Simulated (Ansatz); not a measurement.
# Residual resistivity of an alloy: Ru(0001) with 2 layers of random Ru-Nb, 2x2, part 2 of 2

Aim: the residual resistivity of a random alloy, from Ru(0001) with 2 layers of random Ru-Nb, 2x2 and longer regions.

Ansatz 0.2.0; Ansatz plane-wave DFT, PBE, PAW files; ballistic transport by layer matching (Landauer), zero bias; PAW set soft_1.

So far. Step 2 (With 2 alloy layers): Over the solved energies the transmission per spin lies between 4.26 and 4.44, out of 5.36 channels of the lead on average (up to 5.64).

### Step 3. With 6 alloy layers

System of this step: Ru(0001) with 6 layers of random Ru-Nb, 2x2. The cell holds 64 atoms: 61 Ru and 3 Nb. Cell: a = 5.412 Å, b = 5.412 Å, c = 34.255 Å, α = 90.0°, β = 90.0°, γ = 120.0°. It derives from Ru. Regions: lead, 40 atoms (40 Ru); scattering region, 24 atoms (21 Ru and 3 Nb). The structure is stacked along c, and the current runs across the ab planes.

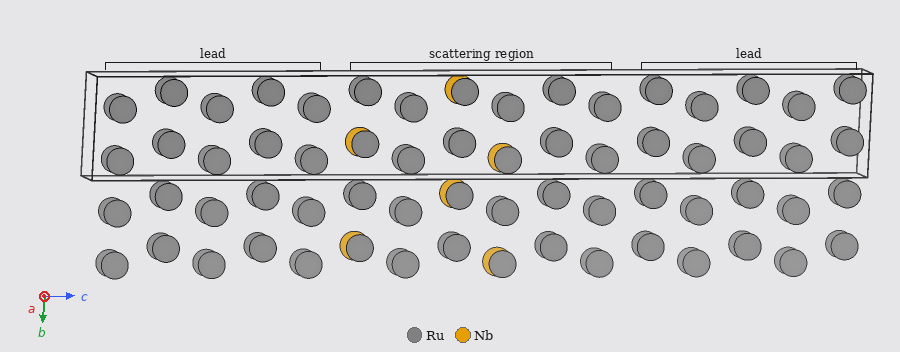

The cell of this step (ruthenium grey, niobium orange). 1×2×1 cells are drawn.

input.yaml

```yaml
crystal:
  lattice:
    - [5.4116, 0.0, 0.0]
    - [-2.7058, 4.6865830751, 0.0]
    - [0.0, 0.0, 34.2552]
  atoms:
    - { symbol: Ru, position: [0.1666666667, 0.3333333333, 0.03125] }
    - { symbol: Ru, position: [0.1666666667, 0.8333333333, 0.03125] }
    - { symbol: Ru, position: [0.6666666667, 0.3333333333, 0.03125] }
    - { symbol: Ru, position: [0.6666666667, 0.8333333333, 0.03125] }
    - { symbol: Ru, position: [0.3333333333, 0.1666666667, 0.09375] }
    - { symbol: Ru, position: [0.3333333333, 0.6666666667, 0.09375] }
    - { symbol: Ru, position: [0.8333333333, 0.1666666667, 0.09375] }
    - { symbol: Ru, position: [0.8333333333, 0.6666666667, 0.09375] }
    - { symbol: Ru, position: [0.1666666667, 0.3333333333, 0.15625] }
    - { symbol: Ru, position: [0.1666666667, 0.8333333333, 0.15625] }
    - { symbol: Ru, position: [0.6666666667, 0.3333333333, 0.15625] }
    - { symbol: Ru, position: [0.6666666667, 0.8333333333, 0.15625] }
    - { symbol: Ru, position: [0.3333333333, 0.1666666667, 0.21875] }
    - { symbol: Ru, position: [0.3333333333, 0.6666666667, 0.21875] }
    - { symbol: Ru, position: [0.8333333333, 0.1666666667, 0.21875] }
    - { symbol: Ru, position: [0.8333333333, 0.6666666667, 0.21875] }
    - { symbol: Ru, position: [0.1666666667, 0.3333333333, 0.28125] }
    - { symbol: Ru, position: [0.1666666667, 0.8333333333, 0.28125] }
    - { symbol: Ru, position: [0.6666666667, 0.3333333333, 0.28125] }
    - { symbol: Ru, position: [0.6666666667, 0.8333333333, 0.28125] }
    - { symbol: Ru, position: [0.3333333333, 0.1666666667, 0.34375] }
    - { symbol: Nb, position: [0.3333333333, 0.6666666667, 0.34375] }
    - { symbol: Ru, position: [0.8333333333, 0.1666666667, 0.34375] }
    - { symbol: Ru, position: [0.8333333333, 0.6666666667, 0.34375] }
    - { symbol: Ru, position: [0.1666666667, 0.3333333333, 0.40625] }
    - { symbol: Ru, position: [0.1666666667, 0.8333333333, 0.40625] }
    - { symbol: Ru, position: [0.6666666667, 0.3333333333, 0.40625] }
    - { symbol: Ru, position: [0.6666666667, 0.8333333333, 0.40625] }
    - { symbol: Nb, position: [0.3333333333, 0.1666666667, 0.46875] }
    - { symbol: Ru, position: [0.3333333333, 0.6666666667, 0.46875] }
    - { symbol: Ru, position: [0.8333333333, 0.1666666667, 0.46875] }
    - { symbol: Ru, position: [0.8333333333, 0.6666666667, 0.46875] }
    - { symbol: Ru, position: [0.1666666667, 0.3333333333, 0.53125] }
    - { symbol: Nb, position: [0.1666666667, 0.8333333333, 0.53125] }
    - { symbol: Ru, position: [0.6666666667, 0.3333333333, 0.53125] }
    - { symbol: Ru, position: [0.6666666667, 0.8333333333, 0.53125] }
    - { symbol: Ru, position: [0.3333333333, 0.1666666667, 0.59375] }
    - { symbol: Ru, position: [0.3333333333, 0.6666666667, 0.59375] }
    - { symbol: Ru, position: [0.8333333333, 0.1666666667, 0.59375] }
    - { symbol: Ru, position: [0.8333333333, 0.6666666667, 0.59375] }
    - { symbol: Ru, position: [0.1666666667, 0.3333333333, 0.65625] }
    - { symbol: Ru, position: [0.1666666667, 0.8333333333, 0.65625] }
    - { symbol: Ru, position: [0.6666666667, 0.3333333333, 0.65625] }
    - { symbol: Ru, position: [0.6666666667, 0.8333333333, 0.65625] }
    - { symbol: Ru, position: [0.3333333333, 0.1666666667, 0.71875] }
    - { symbol: Ru, position: [0.3333333333, 0.6666666667, 0.71875] }
    - { symbol: Ru, position: [0.8333333333, 0.1666666667, 0.71875] }
    - { symbol: Ru, position: [0.8333333333, 0.6666666667, 0.71875] }
    - { symbol: Ru, position: [0.1666666667, 0.3333333333, 0.78125] }
    - { symbol: Ru, position: [0.1666666667, 0.8333333333, 0.78125] }
    - { symbol: Ru, position: [0.6666666667, 0.3333333333, 0.78125] }
    - { symbol: Ru, position: [0.6666666667, 0.8333333333, 0.78125] }
    - { symbol: Ru, position: [0.3333333333, 0.1666666667, 0.84375] }
    - { symbol: Ru, position: [0.3333333333, 0.6666666667, 0.84375] }
    - { symbol: Ru, position: [0.8333333333, 0.1666666667, 0.84375] }
    - { symbol: Ru, position: [0.8333333333, 0.6666666667, 0.84375] }
    - { symbol: Ru, position: [0.1666666667, 0.3333333333, 0.90625] }
    - { symbol: Ru, position: [0.1666666667, 0.8333333333, 0.90625] }
    - { symbol: Ru, position: [0.6666666667, 0.3333333333, 0.90625] }
    - { symbol: Ru, position: [0.6666666667, 0.8333333333, 0.90625] }
    - { symbol: Ru, position: [0.3333333333, 0.1666666667, 0.96875] }
    - { symbol: Ru, position: [0.3333333333, 0.6666666667, 0.96875] }
    - { symbol: Ru, position: [0.8333333333, 0.1666666667, 0.96875] }
    - { symbol: Ru, position: [0.8333333333, 0.6666666667, 0.96875] }
kpoints:
  mp_grid: { grid: [5, 5, 1] }
hamiltonian:
  xc: pbe
  pseudopotentials: { kind: paw, azcp: { folder: soft_1 } }
scf:
  occupations: { method: fermi_dirac, width: 0.1 }
output:
  transmission:
    leads: [[0, 8]]
    kmesh: [10, 10]
    e_range: [-0.05, 0.05]
    de: 0.05
  write_potential: true
  write_density: true
  volumetric_format: npy
```

Command:

```
> ansatz run input.yaml --threads 4 --pin off --max-ram 15360MiB --backend cpu --events-out ev --progress --plain --runs-dir out
```

Numbers of over 12 decimals in the logs are rounded to 6 here.

Output:

```text
[...]
Crystal: 64 atoms, lattice volume = 868.777 Å³
Basis set: ecut = 420 eV, 16909 PW (Γ)
Bands: 609, of which v1, the nominal top of the filled ones, is band 508 counted from 1 (507 counted from 0)
Symmetry: 1 space group operations
[...]
k-points: 13 of 25 (time reversal used)
[...]
SCF iter   1: F=—  HF=-372316.180752 eV  |F-HF|=—  |Δ(HF+E_count)|=         —  Δρ=1.43e-1  dr2=1.04e3  ethr=3.10e-3  ⟨swp⟩=5.0  Hψ=25619  notcnv=0
[...]
SCF iter  11: F=-372261.033230 eV  HF=-372261.033230 eV  |F-HF|=1.73e-8  |Δ(HF+E_count)|=   5.94e-9  Δρ=3.06e-7  dr2=1.76e-8  ethr=9.85e-12  ⟨swp⟩=8.0  Hψ=16351  notcnv=0
SCF 1 converged in 11 iterations: F = -372261.033230 eV  dr2 = 1.76e-8
[...]
transmission: 329 of 3276 steps passed
transmission: 656 of 3276 steps passed
[...]
transmission: 3276 of 3276 steps passed
SCF converged after 11 iterations
Free energy (F): -372261.033230 eV
[...]
Internal energy: -372259.138594 eV  (E = F + TS)
E sigma→0 (E₀):  -372260.085912 eV
Entropy (-TS):   -1.894636 eV (-29.604 meV/atom)
Fermi energy:    23.399334 eV
[...]
--- Band table (eV; the first three rows and the last of 13) ---
  k-point 0: bands = [... 504 lower, 24.2451, 24.2556, 24.2691, 24.2863, 24.3196, 24.3272, 24.3375, 24.3552, ... 97 higher]
  k-point 1: bands = [... 504 lower, 23.6716, 23.7405, 23.7515, 23.7848, 23.8378, 23.9615, 23.9887, 24.0298, ... 97 higher]
  k-point 2: bands = [... 504 lower, 23.0489, 23.1550, 23.1742, 23.2063, 23.2255, 23.2725, 23.2791, 23.3290, ... 97 higher]
  k-point 12: bands = [... 504 lower, 23.1726, 23.2150, 23.2974, 23.3875, 23.4053, 23.4189, 23.4279, 23.4556, ... 97 higher]
--- Transmission ---
  basis      : 223 plane waves across, 63 finite elements along
  points     : 52, standing for a mesh of 10 x 10
[...]
channels       : 5.280000e0 a spin
[...]
junction   : crystal 0 to crystal 0, -1.44 to 28.53 Å
    transmission   : 3.166446e0 a spin
[...]
```

Run time: 16 min. Hardware: 4 threads of Arm Neoverse V2, shared host; peak memory 10 GiB; 58 min of CPU time.

Numbers from this step:

```
free energy                                   : -372261.0332 eV
energy at zero smearing                       : -372260.0859 eV
Fermi energy                                  : 23.40 eV
transmission per spin nearest the Fermi level : 3.166
step of the lead's potential                  : 8.2 meV
```

Per spin. Transmission, zone mean against energy, zero at the Fermi level:

```
energy (eV)  transmission, zone mean
    -0.0500                     3.08
     0.0000                     3.17
     0.0500                     3.25
```

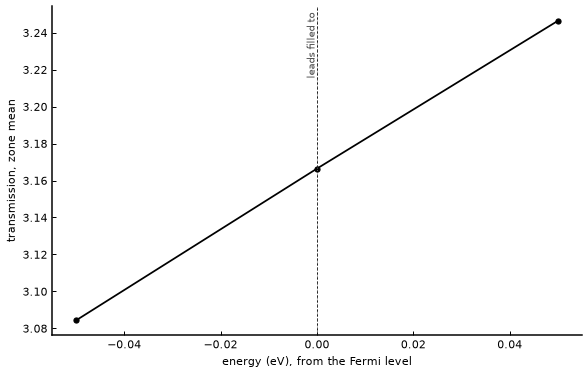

Transmission, zone mean against energy.

Over the solved energies the transmission per spin lies between 3.08 and 3.25, out of 5.46 channels of the lead on average (up to 5.94).

### Step 4. With 10 alloy layers

System of this step: Ru(0001) with 10 layers of random Ru-Nb, 2x2. The cell holds 80 atoms: 75 Ru and 5 Nb. Its edges and angles: a = 5.412 Å, b = 5.412 Å, c = 42.819 Å, α = 90.0°, β = 90.0°, γ = 120.0°. It derives from Ru. Regions: lead, 40 atoms (40 Ru); scattering region, 40 atoms (35 Ru and 5 Nb). The structure is stacked along c, and the current runs across the ab planes.

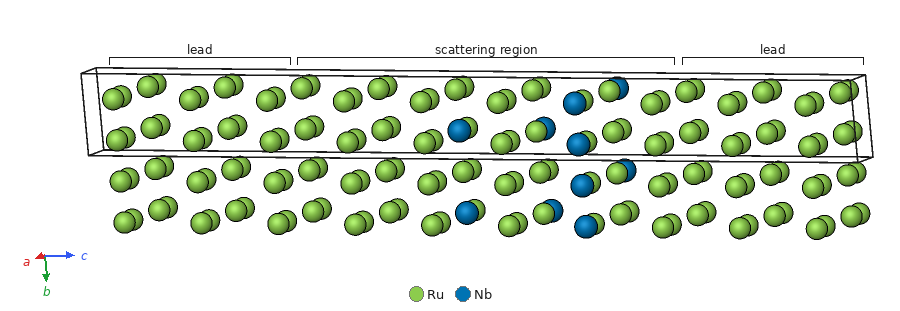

The cell of this step (ruthenium green, niobium blue). 1×2×1 cells are drawn.

input.yaml

```yaml
crystal:
  lattice:
    - [5.4116, 0.0, 0.0]
    - [-2.7058, 4.6865830751, 0.0]
    - [0.0, 0.0, 42.819]
  atoms:
    - { symbol: Ru, position: [0.1666666667, 0.3333333333, 0.025] }
    - { symbol: Ru, position: [0.1666666667, 0.8333333333, 0.025] }
    - { symbol: Ru, position: [0.6666666667, 0.3333333333, 0.025] }
    - { symbol: Ru, position: [0.6666666667, 0.8333333333, 0.025] }
    - { symbol: Ru, position: [0.3333333333, 0.1666666667, 0.075] }
    - { symbol: Ru, position: [0.3333333333, 0.6666666667, 0.075] }
    - { symbol: Ru, position: [0.8333333333, 0.1666666667, 0.075] }
    - { symbol: Ru, position: [0.8333333333, 0.6666666667, 0.075] }
    - { symbol: Ru, position: [0.1666666667, 0.3333333333, 0.125] }
    - { symbol: Ru, position: [0.1666666667, 0.8333333333, 0.125] }
    - { symbol: Ru, position: [0.6666666667, 0.3333333333, 0.125] }
    - { symbol: Ru, position: [0.6666666667, 0.8333333333, 0.125] }
    - { symbol: Ru, position: [0.3333333333, 0.1666666667, 0.175] }
    - { symbol: Ru, position: [0.3333333333, 0.6666666667, 0.175] }
    - { symbol: Ru, position: [0.8333333333, 0.1666666667, 0.175] }
    - { symbol: Ru, position: [0.8333333333, 0.6666666667, 0.175] }
    - { symbol: Ru, position: [0.1666666667, 0.3333333333, 0.225] }
    - { symbol: Ru, position: [0.1666666667, 0.8333333333, 0.225] }
    - { symbol: Ru, position: [0.6666666667, 0.3333333333, 0.225] }
    - { symbol: Ru, position: [0.6666666667, 0.8333333333, 0.225] }
    - { symbol: Ru, position: [0.3333333333, 0.1666666667, 0.275] }
    - { symbol: Ru, position: [0.3333333333, 0.6666666667, 0.275] }
    - { symbol: Ru, position: [0.8333333333, 0.1666666667, 0.275] }
    - { symbol: Ru, position: [0.8333333333, 0.6666666667, 0.275] }
    - { symbol: Ru, position: [0.1666666667, 0.3333333333, 0.325] }
    - { symbol: Ru, position: [0.1666666667, 0.8333333333, 0.325] }
    - { symbol: Ru, position: [0.6666666667, 0.3333333333, 0.325] }
    - { symbol: Ru, position: [0.6666666667, 0.8333333333, 0.325] }
    - { symbol: Ru, position: [0.3333333333, 0.1666666667, 0.375] }
    - { symbol: Ru, position: [0.3333333333, 0.6666666667, 0.375] }
    - { symbol: Ru, position: [0.8333333333, 0.1666666667, 0.375] }
    - { symbol: Ru, position: [0.8333333333, 0.6666666667, 0.375] }
    - { symbol: Ru, position: [0.1666666667, 0.3333333333, 0.425] }
    - { symbol: Ru, position: [0.1666666667, 0.8333333333, 0.425] }
    - { symbol: Ru, position: [0.6666666667, 0.3333333333, 0.425] }
    - { symbol: Ru, position: [0.6666666667, 0.8333333333, 0.425] }
    - { symbol: Ru, position: [0.3333333333, 0.1666666667, 0.475] }
    - { symbol: Ru, position: [0.3333333333, 0.6666666667, 0.475] }
    - { symbol: Ru, position: [0.8333333333, 0.1666666667, 0.475] }
    - { symbol: Nb, position: [0.8333333333, 0.6666666667, 0.475] }
    - { symbol: Ru, position: [0.1666666667, 0.3333333333, 0.525] }
    - { symbol: Ru, position: [0.1666666667, 0.8333333333, 0.525] }
    - { symbol: Ru, position: [0.6666666667, 0.3333333333, 0.525] }
    - { symbol: Ru, position: [0.6666666667, 0.8333333333, 0.525] }
    - { symbol: Ru, position: [0.3333333333, 0.1666666667, 0.575] }
    - { symbol: Nb, position: [0.3333333333, 0.6666666667, 0.575] }
    - { symbol: Ru, position: [0.8333333333, 0.1666666667, 0.575] }
    - { symbol: Ru, position: [0.8333333333, 0.6666666667, 0.575] }
    - { symbol: Ru, position: [0.1666666667, 0.3333333333, 0.625] }
    - { symbol: Ru, position: [0.1666666667, 0.8333333333, 0.625] }
    - { symbol: Nb, position: [0.6666666667, 0.3333333333, 0.625] }
    - { symbol: Nb, position: [0.6666666667, 0.8333333333, 0.625] }
    - { symbol: Nb, position: [0.3333333333, 0.1666666667, 0.675] }
    - { symbol: Ru, position: [0.3333333333, 0.6666666667, 0.675] }
    - { symbol: Ru, position: [0.8333333333, 0.1666666667, 0.675] }
    - { symbol: Ru, position: [0.8333333333, 0.6666666667, 0.675] }
    - { symbol: Ru, position: [0.1666666667, 0.3333333333, 0.725] }
    - { symbol: Ru, position: [0.1666666667, 0.8333333333, 0.725] }
    - { symbol: Ru, position: [0.6666666667, 0.3333333333, 0.725] }
    - { symbol: Ru, position: [0.6666666667, 0.8333333333, 0.725] }
    - { symbol: Ru, position: [0.3333333333, 0.1666666667, 0.775] }
    - { symbol: Ru, position: [0.3333333333, 0.6666666667, 0.775] }
    - { symbol: Ru, position: [0.8333333333, 0.1666666667, 0.775] }
    - { symbol: Ru, position: [0.8333333333, 0.6666666667, 0.775] }
    - { symbol: Ru, position: [0.1666666667, 0.3333333333, 0.825] }
    - { symbol: Ru, position: [0.1666666667, 0.8333333333, 0.825] }
    - { symbol: Ru, position: [0.6666666667, 0.3333333333, 0.825] }
    - { symbol: Ru, position: [0.6666666667, 0.8333333333, 0.825] }
    - { symbol: Ru, position: [0.3333333333, 0.1666666667, 0.875] }
    - { symbol: Ru, position: [0.3333333333, 0.6666666667, 0.875] }
    - { symbol: Ru, position: [0.8333333333, 0.1666666667, 0.875] }
    - { symbol: Ru, position: [0.8333333333, 0.6666666667, 0.875] }
    - { symbol: Ru, position: [0.1666666667, 0.3333333333, 0.925] }
    - { symbol: Ru, position: [0.1666666667, 0.8333333333, 0.925] }
    - { symbol: Ru, position: [0.6666666667, 0.3333333333, 0.925] }
    - { symbol: Ru, position: [0.6666666667, 0.8333333333, 0.925] }
    - { symbol: Ru, position: [0.3333333333, 0.1666666667, 0.975] }
    - { symbol: Ru, position: [0.3333333333, 0.6666666667, 0.975] }
    - { symbol: Ru, position: [0.8333333333, 0.1666666667, 0.975] }
    - { symbol: Ru, position: [0.8333333333, 0.6666666667, 0.975] }
kpoints:
  mp_grid: { grid: [5, 5, 1] }
hamiltonian:
  xc: pbe
  pseudopotentials: { kind: paw, azcp: { folder: soft_1 } }
scf:
  occupations: { method: fermi_dirac, width: 0.1 }
output:
  transmission:
    leads: [[0, 8]]
    kmesh: [10, 10]
    e_range: [-0.05, 0.05]
    de: 0.05
  write_potential: true
  write_density: true
  volumetric_format: npy
```

Output:

```text
[...]
Crystal: 80 atoms, lattice volume = 1085.972 Å³
Basis set: ecut = 420 eV, 21185 PW (Γ)
Bands: 759, of which v1, the nominal top of the filled ones, is band 633 counted from 1 (632 counted from 0)
Symmetry: 1 space group operations
[...]
k-points: 13 of 25 (time reversal used)
[...]
SCF iter   1: F=—  HF=-463748.653681 eV  |F-HF|=—  |Δ(HF+E_count)|=         —  Δρ=1.52e-1  dr2=2.94e3  ethr=3.10e-3  ⟨swp⟩=5.1  Hψ=31881  notcnv=0
[...]
SCF iter  11: F=-463667.338481 eV  HF=-463667.338481 eV  |F-HF|=1.32e-8  |Δ(HF+E_count)|=   3.20e-9  Δρ=3.29e-7  dr2=1.35e-8  ethr=7.91e-12  ⟨swp⟩=2.0  Hψ=17174  notcnv=0
SCF 1 converged in 11 iterations: F = -463667.338481 eV  dr2 = 1.35e-8
[...]
transmission: 417 of 4160 steps passed
transmission: 832 of 4160 steps passed
[...]
transmission: 4160 of 4160 steps passed
SCF converged after 11 iterations
Free energy (F): -463667.338481 eV
[...]
Internal energy: -463664.853689 eV  (E = F + TS)
E sigma→0 (E₀):  -463666.096085 eV
Entropy (-TS):   -2.484792 eV (-31.060 meV/atom)
Fermi energy:    23.417936 eV
[...]
--- Band table (eV; the first three rows and the last of 13) ---
  k-point 0: bands = [... 629 lower, 24.1709, 24.2544, 24.2699, 24.3793, 24.4023, 24.4207, 24.4328, 24.4469, ... 122 higher]
  k-point 1: bands = [... 629 lower, 23.7269, 23.7777, 23.8063, 23.8204, 23.8626, 23.9035, 23.9280, 23.9737, ... 122 higher]
  k-point 2: bands = [... 629 lower, 23.1463, 23.1634, 23.1768, 23.2126, 23.2461, 23.3010, 23.3243, 23.3820, ... 122 higher]
  k-point 12: bands = [... 629 lower, 23.2905, 23.3177, 23.3414, 23.3583, 23.3834, 23.4041, 23.4156, 23.4457, ... 122 higher]
--- Transmission ---
  basis      : 223 plane waves across, 80 finite elements along
  points     : 52, standing for a mesh of 10 x 10
[...]
channels       : 5.280000e0 a spin
[...]
junction   : crystal 0 to crystal 0, 3.58 to 42.12 Å
    transmission   : 2.419590e0 a spin
[...]
```

Wall time 25 min (4 threads); peak memory 8.4 GiB.

Numbers from this step:

| Quantity | Value |
| --- | --- |
| free energy | -463667.3385 eV |
| energy at zero smearing | -463666.0961 eV |
| Fermi energy | 23.42 eV |
| transmission per spin nearest the Fermi level | 2.420 |
| step of the lead's potential | 2.9 meV |

Per spin. Transmission, zone mean against energy, zero at the Fermi level:

```
energy (eV)  transmission, zone mean
    -0.0500                     2.43
     0.0000                     2.42
     0.0500                     2.49
```

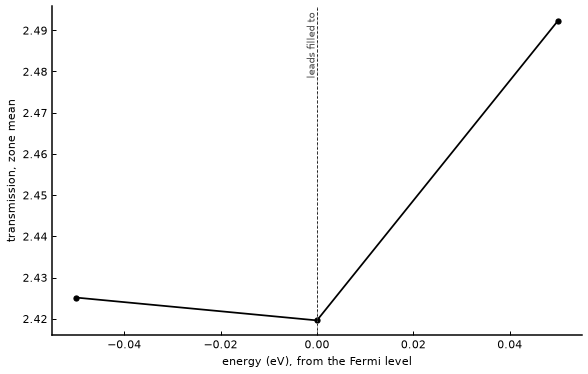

Transmission, zone mean against energy.

Over the solved energies the transmission per spin lies between 2.42 and 2.49, out of 5.45 channels of the lead on average (up to 5.92).

### Step 5. Resistance against length

This step: Ansatz plane-wave DFT, PBE, PAW files; ballistic transport by layer matching (Landauer), zero bias; residual resistivity from the slope of the area resistance, atoms on the host's lattice; PAW set soft_1 (Ansatz 0.2.0).

Numbers from this step:

* resistivity: 34.86 µΩ cm
* intercept: -0.009833 fΩ m²
* scatter about the fit: 0.002443 fΩ m²

Resistance, by row:

```
run  length (Å)      T  channels N  RA (fΩ m²)
 n2       4.282  4.354        5.36      0.1411
 n6       12.85  3.166        5.46      0.4345
n10       21.41  2.446       5.453      0.7382
```

Table of area resistance by length of the alloy:

```
length of the alloy (Å)  area resistance (fΩ m²)
                   4.28                    0.141
                  12.85                    0.434
                  21.41                    0.738
```

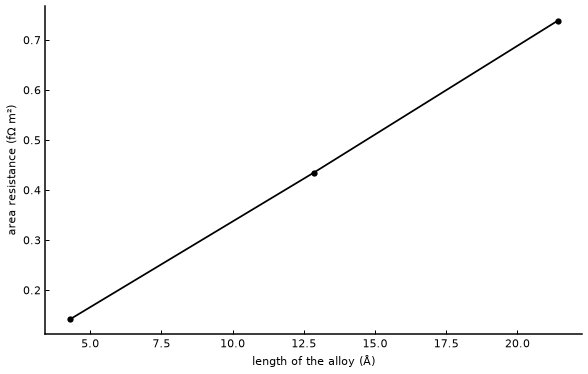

Area resistance against length of the alloy.

The area resistance goes from 0.14 to 0.74 fΩ m² between 4.3 and 21.4 Å, a slope of 35 µΩ cm.

By hand from the end points: (0.7382 − 0.1411) fΩ m² / (21.41 − 4.28) Å = 35 µΩ cm, since 1 fΩ m² per Å is 1000 µΩ cm.

### Step 6. Outcome

| Quantity | Value |
| --- | --- |
| resistivity from the slope | 34.9 µΩ cm |
| area resistance over 4.28 Å | 0.141 fΩ m² |
| area resistance over 12.8 Å | 0.434 fΩ m² |
| area resistance over 21.4 Å | 0.738 fΩ m² |

**Reading.** The slope gives 35 µΩ cm. The points scatter by 0.0024 fΩ m² about the line, with one random draw a length in a 2x2 cell, so the slope is a rough value. The lead's own channel count moves between the runs (5.36, 5.46 and 5.45), which shifts RA and the slope too. Read with a model of isotropic scattering on a spherical Fermi surface and the lead's 1.6×10¹⁵ S/m², this slope means a mean free path near 13 Å; over these lengths the model's slope is within 3 % of its bulk resistivity. The draw over the shortest length came out nearly ordered, with 12 symmetry operations, so that point is a poor sample of a random alloy. The atoms sit on the host's lattice, so scattering by size misfit is left out.

[Logs are printed without paths, hosts, clocks, repeated set-up lines and the standing remarks that a program may print on its own settings, such as how far it seeks lower states.]

[Hosts, paths, dates, database ids (printed as entryN), source tags and the programs' standing remarks are cut or masked in the printed files.]
